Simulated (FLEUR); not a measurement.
# A series of single points on Co

System: Co (P-3m1, 2 atoms in the cell).
Method: Kohn-Sham DFT of a periodic cell, PBEsol, all-electron, spin-polarised (FLEUR MaX-R8.1 (later development tree)).

The 7 runs differ only in the geometry, by an even scaling of the cell at fixed fractional positions. The structure derives from a Materials Project entry.

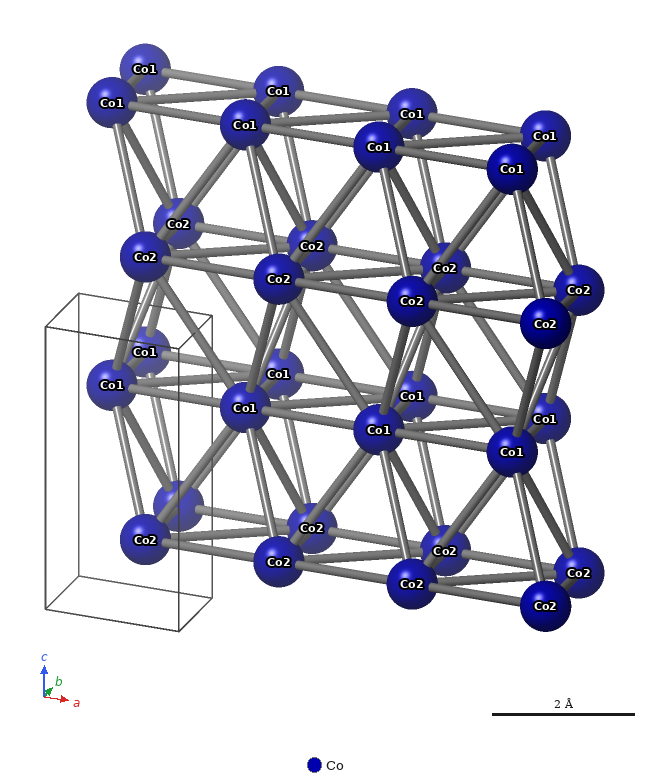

Figure 1. The structure of run 4 (ball-and-stick view of the cell of the calculation, repeated 4 × 2 × 2, seen slightly off an axis; atoms are numbered from 1 in the order of the input). An atom can appear more than once, as a periodic image.

## Input of run 4
```
<?xml version="1.0" encoding="UTF-8" standalone="no"?>
<fleurInput fleurInputVersion="0.39">
   <comment>
      Co                                                                                                  
   </comment>
   <calculationSetup>
      <cutoffs Kmax="4.76" Gmax="14.7" GmaxXC="14.7" numbands="0"/>
      <scfLoop itmax="60" minDistance="0.00001" maxIterBroyd="15" imix="Anderson" alpha="0.05" precondParam="0.0" spinf="2.0" sdNocoIR="T"/>
      <coreElectrons ctail="T" frcor="F" kcrel="0" coretail_lmax="0"/>
      <xcFunctional name="PBEs" relativisticCorrections="F"/>
      <magnetism jspins="2"/>
      <soc l_soc="F" theta="0.0" phi="0.0" spav="F"/>
      <expertModes spex="0" secvar="F"/>
      <geometryOptimization l_f="T" forcealpha="1.0" forcemix="BFGS" epsdisp="0.0005" epsforce="0.0002"/>
      <ldaU l_linMix="F" mixParam="0.05" spinf="1.0"/>
   </calculationSetup>
   <cell>
      <bzIntegration valenceElectrons="34.0" mode="hist" fermiSmearingEnergy="0.00183747">
         <kPointListSelection listName="default-1"/>
         <!-- k-points included here -->
         <xi:include xmlns:xi="http://www.w3.org/2001/XInclude" href="kpts.xml"> </xi:include>
      </bzIntegration>
      <!-- symmetry operations included here -->
      <xi:include xmlns:xi="http://www.w3.org/2001/XInclude" href="sym.xml"> </xi:include>
      <bulkLattice scale="1.0">
         <bravaisMatrix>
            <row-1>    4.7004383834322416     0.0000000000000000     0.0000000000000000</row-1>
            <row-2>   -2.3502191917161208     4.0706990489911368     0.0000000000000000</row-2>
            <row-3>    0.0000000000000000     0.0000000000000000     7.6785043263879400</row-3>
         </bravaisMatrix>
      </bulkLattice>
   </cell>
   <atomSpecies>
      <species name="Cobalt (Co2.000" element="Co" atomicNumber="27">
         <mtSphere radius="2.06" gridPoints="701" logIncrement="0.017"/>
         <atomicCutoffs lmax="8" lnonsphr="8"/>
         <electronConfig flipSpins="F">
            <coreConfig>(1s1/2) (2s1/2) (2p1/2) (2p3/2)</coreConfig>
            <valenceConfig>(3s1/2) (3p1/2) (3p3/2) (4s1/2) (3d3/2) (3d5/2)</valenceConfig>
            <stateOccupation state="(3d3/2)" spinUp="1.5" spinDown="1.3"/>
            <stateOccupation state="(3d5/2)" spinUp="3.0" spinDown="1.2"/>
         </electronConfig>
         <energyParameters s="4" p="4" d="3" f="4"/>
         <lo type="SCLO" l="0" n="3" eDeriv="0"/>
         <lo type="SCLO" l="1" n="3" eDeriv="0"/>
         <lo type="SCLO" l="1" n="3" eDeriv="1"/>
         <lo type="SCLO" l="2" n="3" eDeriv="2"/>
         <lo type="SCLO" l="3" n="4" eDeriv="2"/>
      </species>
   </atomSpecies>
   <atomGroups>
      <atomGroup species="Cobalt (Co2.000">
         <relPos label="                   1">1.000/3.000 -1.000/3.000 -.2598610000</relPos>
         <relPos label="                   2">-1.000/3.000 1.000/3.000 .2598610000</relPos>
         <force calculate="T" relaxXYZ="TTT"/>
      </atomGroup>
   </atomGroups>
   <output dos="F" band="F" slice="F">
      <checks vchk="F" cdinf="F"/>
      <bandDOS minEnergy="-.5*Htr" maxEnergy="0.5*Htr" sigma="0.015" storeEVData="T"/>
      <vacuumDOS vacdos="F" integ="F" star="F" nstars="0" locx1="0.0" locy1="0.0" locx2="0.0" locy2="0.0" nstm="0" tworkf="0.0"/>
      <unfoldingBand unfoldBand="F" supercellX="1" supercellY="1" supercellZ="1"/>
      <plotting iplot="0" polar="F">
         <plot TwoD="T" vec1="  1.0  0.0  0.0" vec2="  0.0  1.0  0.0" vec3="  0.0  0.0  1.0" zero="  0.0  0.0  0.0" file="plot"/>
      </plotting>
      <chargeDensitySlicing numkpt="0" minEigenval="0.0" maxEigenval="0.0" nnne="0" pallst="F"/>
      <specialOutput eonly="F"/>
      <moessbauerParams electricFieldGradient="T" isomerShift="T" coreHyperfine="T" valenceHyperfine="T"/>
      <magneticCircularDichroism mcd="F" energyLo="-10.0" energyUp="0.0"/>
   </output>
  <!-- We include the file relax.xml here to enable relaxations (see documentation) -->
  <xi:include xmlns:xi="http://www.w3.org/2001/XInclude" href="relax.xml"> <xi:fallback/> </xi:include>
</fleurInput>
```

Command:
```bash
inpgen -f crystal.txt -profile fastHighL; fleur_MPI
```

Lattice vectors (Å) and fractional positions of run 4:
```
   2.487365    0.000000    0.000000
  -1.243682    2.154121    0.000000
   0.000000    0.000000    4.063290
Co  0.333333  0.666667  0.740139
Co  0.666667  0.333333  0.259861
```

Run 5 has the same physical settings and fractional positions; its lattice vectors (Å) are:
```
   2.503838    0.000000    0.000000
  -1.251919    2.168387    0.000000
   0.000000    0.000000    4.090199
```

## Results, with one run withheld

| run | volume per atom (Å³) | free energy per atom, from the lowest run given (meV) |
| --- | --- | --- |
| 1 | 10.233 | 2.27 |
| 2 | 10.450 | 0.00 |
| 3 | 10.668 | 4.21 |
| 4 | 10.886 | 14.32 |
| 5 | 11.103 | ? |
| 6 | 11.321 | 49.62 |
| 7 | 11.539 | 73.85 |

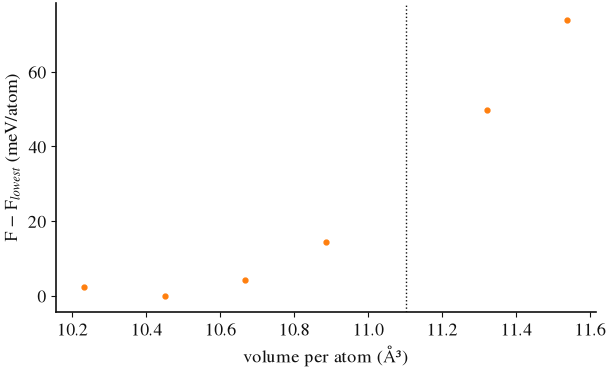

Figure 2. Free energy per atom of the runs given; the dotted line marks run 5.

Estimate the energy of run 5 from the others.

A cubic polynomial in V^(−2/3) (the Birch–Murnaghan form), fitted to the 6 runs given, misses them by at most 0.01 meV per atom. With x = V^(−2/3) − 0.20425 Å⁻², it reads F = 11.371 − 4208.8 x + 3.8444e+05 x² + 2.837e+05 x³ (meV per atom). At run 5 it gives 29.59 meV per atom, and the run itself gives 29.63. The fit has its minimum at 10.414 Å³ per atom, where V d²F/dV² gives 234 GPa. Cell shape and fractional positions are held, so this is the stiffness under even scaling; the relaxed bulk modulus wasn't computed.

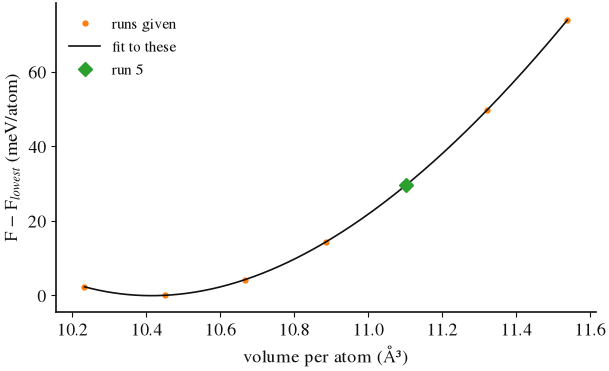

Figure 3. The fit and the withheld run.

## Output (run 5)
```
Welcome to FLEUR        (www.flapw.de)
      MaX-Release 8.1          (www.max-centre.eu)

 ========== k-point set info ==========
 Selected k-point list: default-1
 k-point list type: mesh
 12 x 12 x 7
 Number of k points: 112

 ------------Calculation Setup---------------------------
 Number of MPI-tasks      :            1
 Number of PE/node        :            1
 Number of OMP-threads    :            1
 Most efficient MPI parallelization for:
           1           2           4           7           8          14          16          28          56         112
 Additional eigenvalue parallelization possible
 Number of basis functions:          357
 Approximate size of matrices (H+S) per k-point:         0.002 GB
 --------------------------------------------------------

 Iteration:     1   Distance:       7.96500867 me/bohr^3

 Iteration:     2   Distance:       6.68945500 me/bohr^3

 Iteration:     3   Distance:       3.58418976 me/bohr^3

 Iteration:     4   Distance:       1.39907865 me/bohr^3

 Iteration:     5   Distance:       1.13881727 me/bohr^3

 Iteration:     6   Distance:       0.37252354 me/bohr^3

 Iteration:     7   Distance:       0.35448680 me/bohr^3

 Iteration:     8   Distance:       0.18354899 me/bohr^3

 Iteration:     9   Distance:       0.10960414 me/bohr^3

 Iteration:    10   Distance:       0.06510761 me/bohr^3

 Iteration:    11   Distance:       0.01724556 me/bohr^3

 Iteration:    12   Distance:       0.00894086 me/bohr^3

 Iteration:    13   Distance:       0.00243318 me/bohr^3

 Iteration:    14   Distance:       0.00119475 me/bohr^3

 Iteration:    15   Distance:       0.00022291 me/bohr^3

 Iteration:    16   Distance:       0.00021433 me/bohr^3

 Iteration:    17   Distance:       0.00016516 me/bohr^3

 Iteration:    18   Distance:       0.00004253 me/bohr^3

 Iteration:    19   Distance:       0.00001306 me/bohr^3

 Iteration:    20   Distance:       0.00000817 me/bohr^3

 ********************************************************************
 Run finished successfully
 Stop message:
   all done
 ********************************************************************
```
